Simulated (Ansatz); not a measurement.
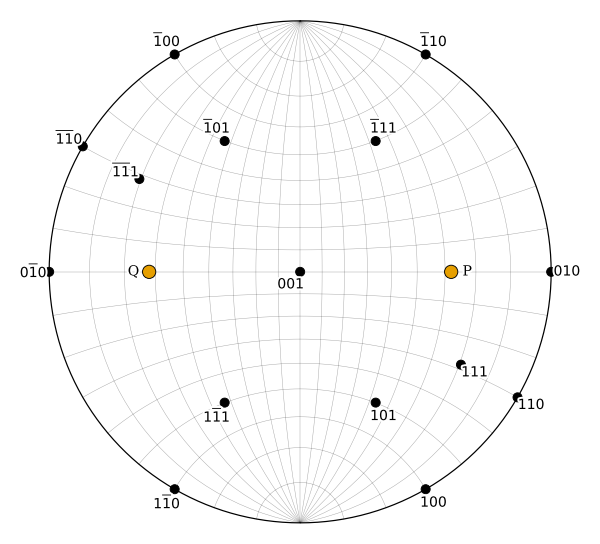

For Sr, the end point of a relaxation at fixed volume with Ansatz, DFT PBE, spin-orbit coupling, plane waves, PAW; the starting structure was generated, so it need not be a known form of this composition: stereographic projection of plane normals (upper hemisphere) centred on (0 0 1). Symmetry computed with spglib at a tolerance of 0.002 Å; standard conventional cell.

a = 4.299 Å, b = 4.299 Å, c = 7.022 Å, α = 90.00°, β = 90.00°, γ = 120.00°.

**Index the poles marked P, Q.**

P is (0 1 1), in four indices (0 1 −1 1), 62.1° from the centre; Q is (0 −1 1), in four indices (0 −1 1 1), 62.1° from the centre.

**What is the angle between the normals of (0 −1 1) and (1 −1 1), and what are their d_hkl = 1/|g|?**

52.4°; d = 3.289 Å and 3.289 Å.
